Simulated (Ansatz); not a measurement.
## Single-point calculation, with input and output: WSe2

System: WSe2 (P-6m2, 48 atoms in the cell).
Method: DFT PBE, scalar-relativistic, plane waves, PAW, no spin polarisation (Ansatz 0.2.0).

The structure derives from a Materials Project entry.

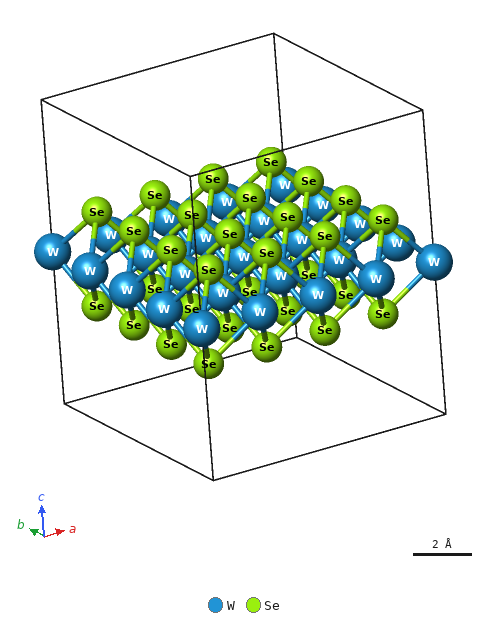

**Figure 1.** The structure as given in the input (ball-and-stick view of the cell of the calculation, with the vacuum cut short, seen slightly off an axis). An atom can appear more than once, as a periodic image.

**Summary**

| quantity | value |
| --- | --- |
| outcome | converged |
| space group (tolerance 0.01 Å) | P-6m2 (187) |
| electrons treated | 736 |
| free energy | −341195.2827 eV |
| Fermi energy | 2.564 eV |
| gap on the k-point mesh | 2.26 eV |
| largest force (length of the vector) | 0.246 eV/Å |
| hardware | 8 threads of Arm Neoverse V2, 24 GiB of memory available, shared host |
| wall time | 12 s (CPU time 81 s) |
| peak memory | 3.3 GiB |

Spin–orbit coupling is left out, which matters for W.

**The input**
```yaml
crystal:
  lattice:
    - [-6.635875, 11.493672, 1.0e-06]
    - [6.635876, 11.493672, 2.0e-06]
    - [1.658969, 2.873418, -16.658142]
  atoms:
    - { symbol: W, position: [0.5, 0.0, 0.0] }
    - { symbol: W, position: [0.5, 0.25, 0.0] }
    - { symbol: W, position: [0.75, 0.0, 0.0] }
    - { symbol: W, position: [0.0, 0.0, 0.0] }
    - { symbol: W, position: [0.0, 0.25, 0.0] }
    - { symbol: W, position: [0.0, 0.5, 0.0] }
    - { symbol: W, position: [0.0, 0.75, 0.0] }
    - { symbol: W, position: [0.25, 0.0, 0.0] }
    - { symbol: W, position: [0.25, 0.25, 0.0] }
    - { symbol: W, position: [0.25, 0.5, 0.0] }
    - { symbol: W, position: [0.5, 0.5, 0.0] }
    - { symbol: W, position: [0.5, 0.75, 0.0] }
    - { symbol: W, position: [0.75, 0.25, 0.0] }
    - { symbol: W, position: [0.75, 0.5, 0.0] }
    - { symbol: W, position: [0.75, 0.75, 0.0] }
    - { symbol: W, position: [0.25, 0.75, 0.0] }
    - { symbol: Se, position: [0.833333, 0.10828, 0.900214] }
    - { symbol: Se, position: [0.333333, 0.10828, 0.900214] }
    - { symbol: Se, position: [0.333333, 0.35828, 0.900214] }
    - { symbol: Se, position: [0.333333, 0.60828, 0.900214] }
    - { symbol: Se, position: [0.583333, 0.10828, 0.900214] }
    - { symbol: Se, position: [0.583333, 0.35828, 0.900214] }
    - { symbol: Se, position: [0.833333, 0.35828, 0.900214] }
    - { symbol: Se, position: [0.833333, 0.60828, 0.900214] }
    - { symbol: Se, position: [0.833333, 0.85828, 0.900214] }
    - { symbol: Se, position: [0.083333, 0.10828, 0.900214] }
    - { symbol: Se, position: [0.083333, 0.35828, 0.900214] }
    - { symbol: Se, position: [0.083333, 0.60828, 0.900214] }
    - { symbol: Se, position: [0.083333, 0.85828, 0.900214] }
    - { symbol: Se, position: [0.333333, 0.85828, 0.900214] }
    - { symbol: Se, position: [0.583333, 0.60828, 0.900214] }
    - { symbol: Se, position: [0.583333, 0.85828, 0.900214] }
    - { symbol: Se, position: [0.833333, 0.058387, 0.099786] }
    - { symbol: Se, position: [0.333333, 0.058387, 0.099786] }
    - { symbol: Se, position: [0.333333, 0.308387, 0.099786] }
    - { symbol: Se, position: [0.333333, 0.558387, 0.099786] }
    - { symbol: Se, position: [0.583333, 0.058387, 0.099786] }
    - { symbol: Se, position: [0.583333, 0.308387, 0.099786] }
    - { symbol: Se, position: [0.833333, 0.308387, 0.099786] }
    - { symbol: Se, position: [0.833333, 0.558387, 0.099786] }
    - { symbol: Se, position: [0.833333, 0.808387, 0.099786] }
    - { symbol: Se, position: [0.083333, 0.058387, 0.099786] }
    - { symbol: Se, position: [0.083333, 0.308387, 0.099786] }
    - { symbol: Se, position: [0.083333, 0.558387, 0.099786] }
    - { symbol: Se, position: [0.083333, 0.808387, 0.099786] }
    - { symbol: Se, position: [0.333333, 0.808387, 0.099786] }
    - { symbol: Se, position: [0.583333, 0.558387, 0.099786] }
    - { symbol: Se, position: [0.583333, 0.808387, 0.099786] }
basis:
  ecutwfc: 420
  fft_grid_basis: typed
kpoints:
  mp_grid: { grid: [1, 1, 1] }
hamiltonian:
  xc: pbe
  pseudopotentials: { kind: paw }
scf:
  occupations: { method: gaussian, width: 0.05 }
output:
  forces: true
  stress: false
  eigenvalues: true
  bader: false
  write_density: true
  volumetric_format: npy
```

Launch command:
```bash
ansatz run input.yaml --threads 8 --pin off --max-ram 16384MiB --backend cpu --events-out ev --progress --plain --runs-dir out
```

**What the program printed**
```
Engine: ansatz 0.2.0, aarch64-unknown-linux-gnu
Pseudopotentials: kind: paw
Pseudopotential: W, paw, valence charge 14, recommended cutoff 420 eV (normal), W.paw.azcp
Pseudopotential: Se, paw, valence charge 16, recommended cutoff 420 eV (normal), Se.paw.azcp
Functional definition: PBE
  parameter kappa = 0.804
  parameter beta = 0.06672455060314922
  exchange = pbe_x(kappa = kappa, mu = beta*pi^2/3)
  correlation = pbe_c(beta = beta)
Crystal: 48 atoms, lattice volume = 2541.052 Å³
Basis set: ecut = 420 eV, 49711 PW (Γ), exchange–correlation on 180×180×240 points (8 copies of the dense FFT grid, shifted against one another)
Bands: 442, of which v1, the nominal top of the filled ones, is band 368 counted from 1 (367 counted from 0)
Symmetry: 32 space group operations
Space group: P-6m2 (ITA 187), of the structure as read, at distance tolerance 1.4e-4 Å
k-points: 1
Non-local potential: W, projectors of the file, l = 0: 3, l = 1: 2, l = 2: 2, l = 3: 1
Non-local potential: Se, projectors of the file, l = 0: 2, l = 1: 2, l = 2: 3, l = 3: 1
PAW form: soft (Blöchl's): semilocal exchange-correlation on the pseudo side does not see the compensation charge
PAW one-centre angular grid: W, 590 points (default); XC on 64 Gauss nodes
PAW one-centre angular grid: Se, 590 points (default); XC on 64 Gauss nodes
Initial density: superposition of atomic densities (neutral atoms: chi_scale 0, normalization atom), corrected by the library's trained network
Initial wavefunctions: pseudopotential atomic-orbital guess
Functional: x = pbe(κ = 0.804, μ = 0.2195149727645171), c = pbe(β = 0.06672455060314922)
SCF iter   1: F=—  HF=-341195.185937 eV  |F-HF|=—  |Δ(HF+E_count)|=         —  Δρ=3.03e-3  dr2=1.66e-1  ethr=1.77e-3  ⟨swp⟩=7.0  Hψ=1687  notcnv=0
preconditioner: auto → Resta (q_TF=auto, 2.219 Å⁻¹)  ε∞=3.1  [insulator: Δε(μ)=2.252 eV  Ē_g=8.545 eV  σ=0.050 eV  W_gap=1.00  n_scr=468 (ndim 8)  ℏωp=12.5 eV  f_vac=0.603  D(μ)=0.00/eV (n_scr^D=0)  ε∞_Penn≈3.1  vacuum switching on, ρ_ref=5.3e-3 e/Å³]
SCF iter   2: F=—  HF=-341195.247713 eV  |F-HF|=—  |Δ(HF+E_count)|=   6.18e-2  Δρ=1.70e-3  dr2=4.66e-2  ethr=2.26e-5  ⟨swp⟩=3.0  Hψ=714  notcnv=0  defer=62
SCF iter   3: F=—  HF=-341195.272864 eV  |F-HF|=—  |Δ(HF+E_count)|=   2.52e-2  Δρ=9.28e-4  dr2=1.60e-2  ethr=6.34e-6  ⟨swp⟩=2.0  Hψ=492  notcnv=0  defer=46
automatic band count: iteration 3 solves 426 bands in place of 442: the levels show a gap, and the empty bands left out lie too high to hold charge; the band table lists the bands solved (type scf.n_extra_bands for more)
SCF iter   4: F=—  HF=-341195.282577 eV  |F-HF|=—  |Δ(HF+E_count)|=   9.71e-3  Δρ=1.12e-4  dr2=2.74e-4  ethr=2.17e-6  ⟨swp⟩=2.0  Hψ=524  notcnv=0  defer=46
SCF iter   5: F=—  HF=-341195.282659 eV  |F-HF|=—  |Δ(HF+E_count)|=   8.28e-5  Δρ=3.33e-5  dr2=3.95e-5  ethr=3.73e-8  ⟨swp⟩=2.0  Hψ=740  notcnv=0  defer=46
SCF iter   6: F=—  HF=-341195.282668 eV  |F-HF|=—  |Δ(HF+E_count)|=   8.24e-6  Δρ=8.18e-6  dr2=3.02e-6  ethr=5.36e-9  ⟨swp⟩=4.0  Hψ=941  notcnv=0  defer=46
SCF iter   7: F=—  HF=-341195.282671 eV  |F-HF|=—  |Δ(HF+E_count)|=   2.97e-6  Δρ=2.74e-6  dr2=2.93e-7  ethr=4.10e-10  ⟨swp⟩=3.0  Hψ=931  notcnv=0  defer=46
SCF iter   8: F=-341195.282671 eV  HF=-341195.282671 eV  |F-HF|=2.42e-8  |Δ(HF+E_count)|=   1.96e-7  Δρ=6.20e-7  dr2=9.41e-9  ethr=1.36e-11  ⟨swp⟩=12.0  Hψ=2197  notcnv=0
SCF 1 converged in 8 iterations: F = -341195.282671 eV  dr2 = 9.41e-9
  greatest PAW one-centre occupation: 1.000 electrons in one spin orbital (limit 2), on the Se atom at site 47 (counted from 0), in its partial waves of l = 2
```

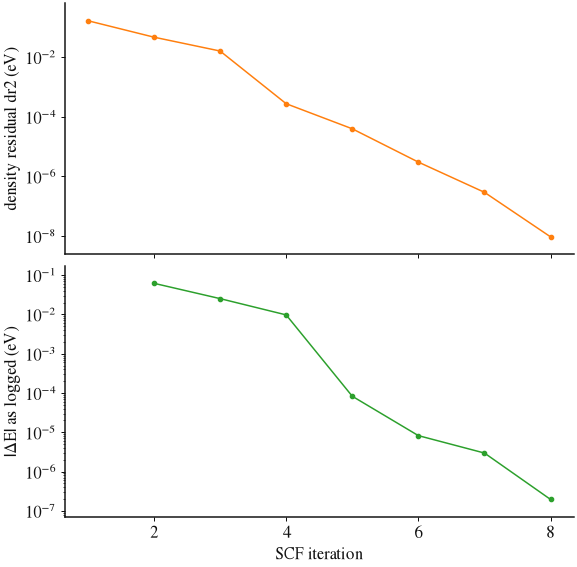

**Figure 2.** Convergence of the self-consistent field: density residual dr2 and size of the energy change against the SCF iteration. The residual falls at every step.

```
SCF converged after 8 iterations
Free energy (F): -341195.282671 eV
Harris-Foulkes:  -341195.282671 eV  (|F-HF|=2.42e-8)
Internal energy: -341195.282671 eV  (E = F + TS)
E sigma→0 (E₀):  -341195.282671 eV
Fermi energy:    2.563874 eV
--- Per-component energies (eV) ---
  E_band       = -21503.315905
  E_kinetic    = 11015.420146
  E_local      = -513254.335993  (includes V_loc(G=0)·N_el)
  E_nonlocal   = -19037.518569
  E_hartree    = 250878.633827
  E_xc         = -7615.428465
  E_vxc        = -6975.848764  (∫ρ·V_xc dr)
  E_paw        = -198169.414482  (= ΣΔE_a)
  E_vpaw       = 4991.714680  (= ΣTr[D̂ρ^β])
  E_aug_tail   = -0.019889  (compensation charges beyond the density's cutoff)
  E_ewald      = 134987.380754
  E_smearing   = -0.000000  (= −TS)
  E_closure    = -0.000000  (closes the sum)
  Σ components = -341195.282671   (vs F -341195.282671, Δ=0.00e0)
--- Forces (eV/Å), atoms counted from 1 ---
  atom   1  W      0.00006075    -0.00003507    -0.00000000
  atom   2  W      0.00006075    -0.00003507    -0.00000000
  atom   3  W      0.00006075    -0.00003507    -0.00000000
  atom   4  W      0.00006075    -0.00003507    -0.00000000
  atom   5  W      0.00006075    -0.00003507    -0.00000000
  atom   6  W      0.00006075    -0.00003507    -0.00000000
  atom   7  W      0.00006075    -0.00003507    -0.00000000
  atom   8  W      0.00006075    -0.00003507    -0.00000000
  atom   9  W      0.00006075    -0.00003507    -0.00000000
  atom  10  W      0.00006075    -0.00003507    -0.00000000
  atom  11  W      0.00006075    -0.00003507    -0.00000000
  atom  12  W      0.00006075    -0.00003507    -0.00000000
  atom  13  W      0.00006075    -0.00003507    -0.00000000
  atom  14  W      0.00006075    -0.00003507    -0.00000000
  atom  15  W      0.00006075    -0.00003507    -0.00000000
  atom  16  W      0.00006075    -0.00003507    -0.00000000
  atom  17  Se    -0.00002987     0.00001845     0.24604280
  atom  18  Se    -0.00002987     0.00001845     0.24604280
  atom  19  Se    -0.00002987     0.00001845     0.24604280
  atom  20  Se    -0.00002987     0.00001845     0.24604280
  atom  21  Se    -0.00002987     0.00001845     0.24604280
  atom  22  Se    -0.00002987     0.00001845     0.24604280
  atom  23  Se    -0.00002987     0.00001845     0.24604280
  atom  24  Se    -0.00002987     0.00001845     0.24604280
  atom  25  Se    -0.00002987     0.00001845     0.24604280
  atom  26  Se    -0.00002987     0.00001845     0.24604280
  atom  27  Se    -0.00002987     0.00001845     0.24604280
  atom  28  Se    -0.00002987     0.00001845     0.24604280
  atom  29  Se    -0.00002987     0.00001845     0.24604280
  atom  30  Se    -0.00002987     0.00001845     0.24604280
  atom  31  Se    -0.00002987     0.00001845     0.24604280
  atom  32  Se    -0.00002987     0.00001845     0.24604280
  atom  33  Se    -0.00003092     0.00001665    -0.24604280
  atom  34  Se    -0.00003092     0.00001665    -0.24604280
  atom  35  Se    -0.00003092     0.00001665    -0.24604280
  atom  36  Se    -0.00003092     0.00001665    -0.24604280
  atom  37  Se    -0.00003092     0.00001665    -0.24604280
  atom  38  Se    -0.00003092     0.00001665    -0.24604280
  atom  39  Se    -0.00003092     0.00001665    -0.24604280
  atom  40  Se    -0.00003092     0.00001665    -0.24604280
  atom  41  Se    -0.00003092     0.00001665    -0.24604280
  atom  42  Se    -0.00003092     0.00001665    -0.24604280
  atom  43  Se    -0.00003092     0.00001665    -0.24604280
  atom  44  Se    -0.00003092     0.00001665    -0.24604280
  atom  45  Se    -0.00003092     0.00001665    -0.24604280
  atom  46  Se    -0.00003092     0.00001665    -0.24604280
  atom  47  Se    -0.00003092     0.00001665    -0.24604280
  atom  48  Se    -0.00003092     0.00001665    -0.24604280
  max |Σ_I F_I| component: 7.23e-7 eV/Å
--- Band table (eV) ---
  k-point 0: bands = ["-72.2539", "-72.2494", "-72.2494", "-72.2494", "-72.2494", "-72.2494", "-72.2494", "-72.2448", "-72.2448", "-72.2448", ... 216 levels left out ..., "-12.2171", "-12.2171", "-12.2171", "-12.2171", "-12.2171", "-11.7629", "-11.3612", "-11.3612", "-11.3612", "-11.3612", "-11.3612", "-11.3612", "-11.1584", "-11.1584", "-11.1584", "-11.1584", "-11.1584", "-11.1584", "-11.1224", "-11.1224", "-11.1224", "-10.8604", "-10.8604", "-10.8604", "-10.8534", "-10.8534", "-10.8534", "-10.8534", "-10.8534",
      "-10.8534", "-4.5970", "-4.5970", "-4.5970", "-4.4427", "-3.7711", "-3.7711", "-3.7711", "-3.7711", "-3.7711", "-3.7711", "-3.5092", "-3.5092", "-3.5092", "-3.5092", "-3.5092", "-3.5092", "-3.3417", "-3.3417", "-3.3417", "-3.2011", "-3.2011", "-3.2011", "-3.2011", "-3.2011", "-3.2011", "-2.5759", "-2.5759", "-2.5759", "-2.5759", "-2.5759", "-2.5759", "-2.4699", "-2.4699", "-2.4699", "-2.3361", "-2.3361", "-2.3361", "-2.3361", "-2.3361",
      "-2.3361", "-1.9016", "-1.9016", "-1.9016", "-1.9016", "-1.9016", "-1.9016", "-1.6973", "-1.6973", "-1.6973", "-1.6973", "-1.6973", "-1.6973", "-1.4734", "-1.4734", "-1.4734", "-1.4734", "-1.4734", "-1.4734", "-1.3147", "-1.3147", "-1.3147", "-0.6995", "-0.6995", "-0.6044", "-0.6044", "-0.6044", "-0.6044", "-0.6044", "-0.6044", "-0.4085", "-0.3883", "-0.3883", "-0.3883", "-0.1797", "-0.1797", "-0.1797", "-0.1797", "-0.1797", "-0.1797",
      "0.0471", "0.0471", "0.0471", "0.0471", "0.0471", "0.0471", "0.0783", "0.0783", "0.0783", "0.0783", "0.0783", "0.0783", "0.4254", "0.4255", "0.7227", "0.7227", "0.7227", "0.7347", "0.7347", "0.7347", "0.8056", "0.8056", "0.8056", "0.8056", "0.8056", "0.8056", "1.1953", "1.1953", "1.1953", "1.1953", "1.1953", "1.1953", "1.4341", "3.6956", "3.6956", "3.6957", "3.6957", "3.6957", "3.6957", "3.7878",
      "3.7878", "3.7878", "3.7878", "3.7878", "3.7878", "4.0659", "4.0659", "4.0659", "4.1056", "4.1056", "4.1056", "4.1056", "4.1056", "4.1056", "4.4404", "4.4404", "4.4404", "4.4404", "4.4404", "4.4404", "4.4512", "4.4512", "4.4512", "4.4763", "4.4763", "4.4763", "4.4763", "4.4764", "4.4764", "4.6292", "4.6293", "4.6901", "4.6901", "4.6901", "4.6901", "4.6901", "4.6901", "4.8245", "4.8245", "5.4382",
      "5.4382", "5.4382", "5.6384", "5.6384", "5.6384", "5.6384", "5.6385", "5.6385", "5.9074", "6.0883", "6.0883"]
```

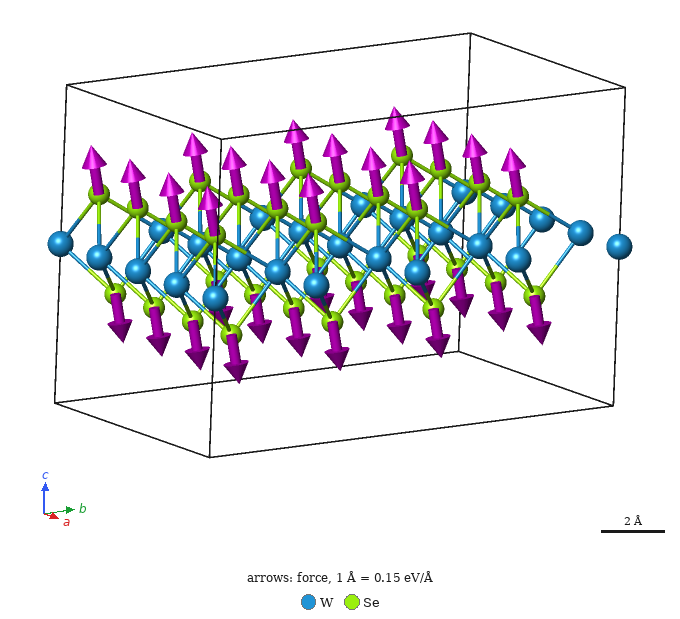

**Figure 3.** Forces on the atoms as pink arrows (ball-and-stick view of the cell of the calculation, with the vacuum cut short, seen slightly off an axis). The largest act on all 32 Se atoms (0.25 eV/Å). Atoms are counted from 1 in the order of the input and aren't labelled in the picture. The geometry is not a stationary point of this energy.
